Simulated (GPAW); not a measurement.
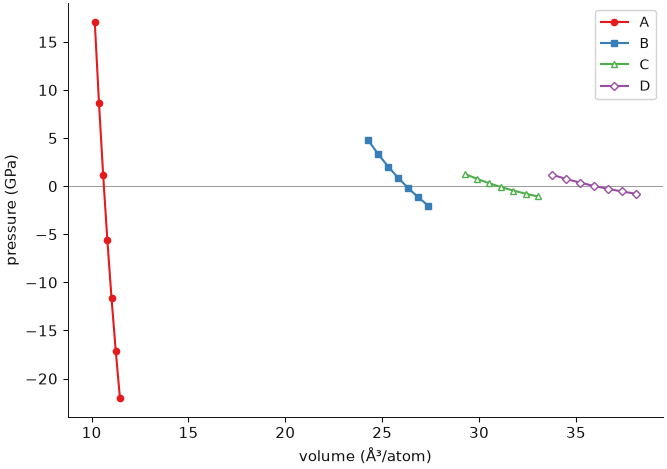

The picture above shows the pressure against volume, with one curve for each compound, for CaSe, KBr, KCl and TaN (all in space group Fm-3m (No. 225)). The labels are replaced by letters.

Computed with GPAW 26.7.0: PAW DFT in plane waves, on a grid or in atomic orbitals, no spin polarisation; energies at scaled volumes of the given cell, shape and fractions fixed, counted from the fit's minimum, third-order Birch-Murnaghan fit. Level: r2SCAN.

- occupations: Fermi–Dirac
- smearing width: 0.05 eV
- potentials: GPAW PAW data sets (gpaw data 1.2.1)

Which letter stands for which compound?

A: TaN; B: CaSe; C: KCl; D: KBr.
